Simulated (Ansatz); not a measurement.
## CaSe: 8 runs along one coordinate

System: CaSe (2 atoms in the cell).
Method: DFT PBE, scalar-relativistic, plane waves, PAW, no spin polarisation (Ansatz 0.2.0).

The 8 runs differ only in the geometry, by a shift of atoms along one path in a fixed cell. The shift s is measured from run 5: Ca1 moves along the Cartesian direction (0.00, 0.00, −1.00). The structure derives from an entry of the Crystallography Open Database.

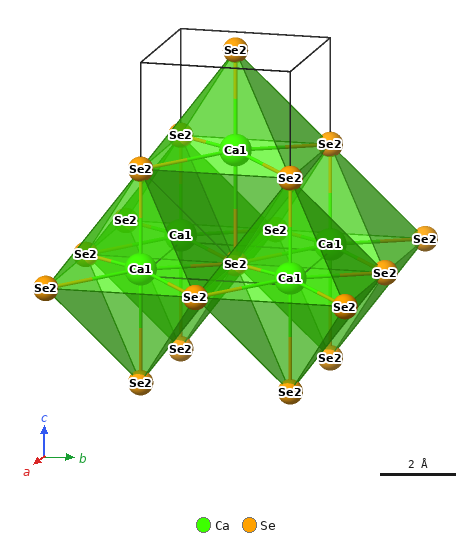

Figure 1. The structure of run 5 (polyhedral view of the cell 2 times as large as that of the calculation, set on its symmetry axes, seen slightly off an axis; polyhedra are completed across the faces of the cell; atoms are numbered from 1 in the order of the input).

## Input of run 5
```yaml
crystal:
  lattice:
    - [0.0, 2.956, 2.956]
    - [2.956, 0.0, 2.956]
    - [2.956, 2.956, 0.0]
  atoms:
    - { symbol: Ca, position: [-0.0317151556, -0.0317151556, 0.0317151556] }
    - { symbol: Se, position: [0.5, 0.5, 0.5] }
basis:
  ecutwfc: 420
kpoints:
  mp_grid: { grid: [8, 8, 8] }
hamiltonian:
  xc: pbe
scf:
  occupations: { method: gaussian, width: 0.05 }
output:
  forces: true
  stress: true
  eigenvalues: true
```

Run 2 differs from it as follows:
```diff
-    - { symbol: Ca, position: [-0.0317151556, -0.0317151556, 0.0317151556] }
+    - { symbol: Ca, position: [0.0422868742, 0.0422868742, -0.0422868742] }
```

## Results, with one run withheld

```csv
run,shift s of Ca1 (Å),"free energy per atom, from the lowest run given (meV)",pressure (GPa),gap on the mesh (eV),force along the path (eV/Å)
1,−0.6875,276.75,6.52,2.48,2.959
2,−0.4375,?,?,?,?
3,−0.1250,0.00,1.24,2.04,−0.197
4,−0.0625,9.40,1.45,2.06,−0.409
5,0.0000,25.87,1.81,2.10,−0.652
6,0.1250,85.46,3.05,2.22,−1.299
7,0.1875,132.67,3.96,2.29,−1.738
8,0.2500,195.21,5.10,2.38,−2.284
```

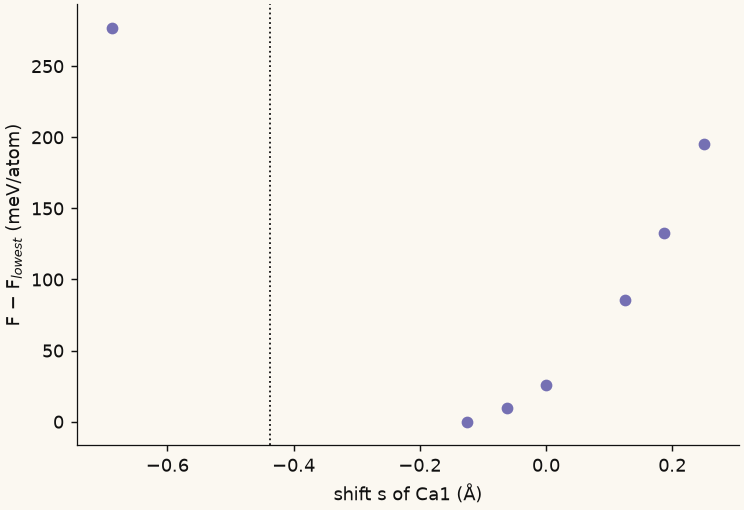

Figure 2. Free energy per atom of the runs given; the dotted line marks run 2.

What should run 2 give?

A cubic polynomial in the coordinate, fitted to the 7 runs given, misses them by at most 1.86 meV per atom. With x = s + 0.0446, it reads F = 11.684 + 220.45 x + 1235.9 x² + 391.59 x³ (meV per atom). At run 2 it gives 92.10 meV per atom, and the run itself gives 50.64. The slope of the fit gives a force −dF/ds of 1.139 eV/Å along the path (summed over the atoms that move), and the printed forces give 0.943 eV/Å. The fit has its minimum at s = −0.1379 Å. So low a polynomial doesn't follow these energies more closely. The gap on the mesh lies between 2.04 eV (run 3) and 2.48 eV (run 1); run 2 has 2.15 eV. These are gaps of this functional on this mesh, which can miss the band edges; they aren't the measured gap.

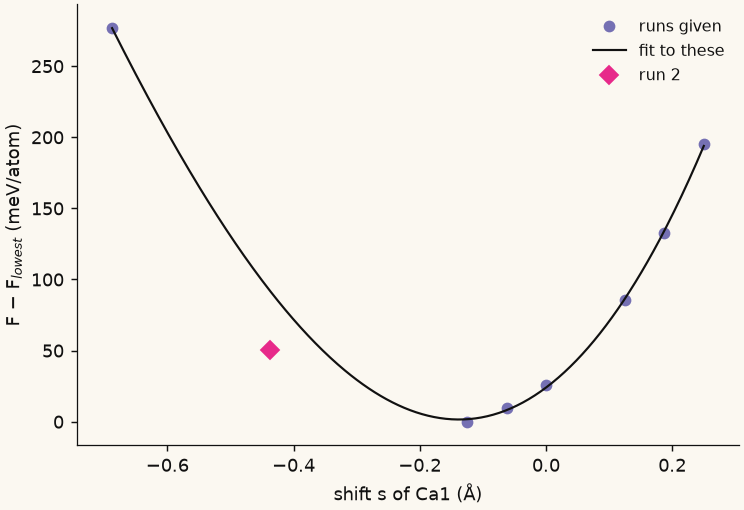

Figure 3. The fit and the withheld run.

## Output, shortened to warnings, some set-up lines, iterations and results (run 2)
```
Basis set: ecut = 420 eV, 965 PW (Γ), exchange–correlation on 60×60×60 points (8 copies of the dense FFT grid, shifted against one another)
Symmetry: 8 space group operations
k-points: 59 of 512 (time reversal used)
Initial density: superposition of atomic densities (neutral atoms: chi_scale 0, normalization atom), corrected by the library's trained network
[...]
SCF iter   1: F=—  HF=-7289.891375 eV  |F-HF|=—  |Δ(HF+E_count)|=         —  Δρ=5.94e-4  dr2=2.20e-4  ethr=1.77e-3  ⟨swp⟩=7.1  Hψ=5999  notcnv=0
SCF iter   2: F=—  HF=-7289.891293 eV  |F-HF|=—  |Δ(HF+E_count)|=   8.22e-5  Δρ=3.51e-4  dr2=1.06e-4  ethr=8.45e-7  ⟨swp⟩=2.0  Hψ=2234  notcnv=0
SCF iter   3: F=—  HF=-7289.891291 eV  |F-HF|=—  |Δ(HF+E_count)|=   2.25e-6  Δρ=1.52e-4  dr2=9.78e-6  ethr=4.09e-7  ⟨swp⟩=3.0  Hψ=1770  notcnv=0
SCF iter   4: F=—  HF=-7289.891294 eV  |F-HF|=—  |Δ(HF+E_count)|=   3.62e-6  Δρ=6.19e-5  dr2=1.04e-6  ethr=3.76e-8  ⟨swp⟩=3.0  Hψ=1770  notcnv=0
SCF iter   5: F=-7289.891297 eV  HF=-7289.891297 eV  |F-HF|=5.87e-8  |Δ(HF+E_count)|=   2.94e-6  Δρ=1.02e-5  dr2=7.28e-8  ethr=4.01e-9  ⟨swp⟩=2.0  Hψ=1414  notcnv=0
SCF iter   6: F=-7289.891297 eV  HF=-7289.891297 eV  |F-HF|=2.06e-10  |Δ(HF+E_count)|=   7.85e-9  Δρ=1.83e-6  dr2=1.88e-9  ethr=2.80e-10  ⟨swp⟩=2.6  Hψ=3757  notcnv=0
SCF 1 converged in 6 iterations: F = -7289.891297 eV  dr2 = 1.88e-9
SCF converged after 6 iterations
Free energy (F): -7289.891297 eV
Harris-Foulkes:  -7289.891297 eV  (|F-HF|=2.06e-10)
Internal energy: -7289.891297 eV  (E = F + TS)
E sigma→0 (E₀):  -7289.891297 eV
Fermi energy:    8.063465 eV
--- Per-component energies (eV) ---
  E_band       = -510.280944
  E_kinetic    = 399.306445
  E_local      = -3214.063354  (includes V_loc(G=0)·N_el)
  E_nonlocal   = -533.246473
  E_hartree    = 1476.994740
  E_xc         = -243.460850
  E_vxc        = -272.042950  (∫ρ·V_xc dr)
  E_paw        = -2768.958447  (= ΣΔE_a)
  E_vpaw       = 155.777079  (= ΣTr[D̂ρ^β])
  E_aug_tail   = -0.000596  (compensation charges beyond the density's cutoff)
  E_ewald      = -2406.462762
  E_smearing   = -0.000000  (= −TS)
  E_closure    = -0.000000  (closes the sum)
  Σ components = -7289.891297   (vs F -7289.891297, Δ=0.00e0)
--- Forces (eV/Å), atoms counted from 1 ---
  atom   1  Ca    -0.00000000     0.00000000    -0.94272762
  atom   2  Se    -0.00000000     0.00000000     0.94269853
  max |Σ_I F_I| component: 2.91e-5 eV/Å
--- Stress (GPa, compression-positive) ---
        0.902099       0.000000       0.000000
        0.000000       0.902099       0.000000
        0.000000       0.000000       5.214059
  P = ⅓ Tr σ = 2.3394 GPa (23.394 kbar)
```
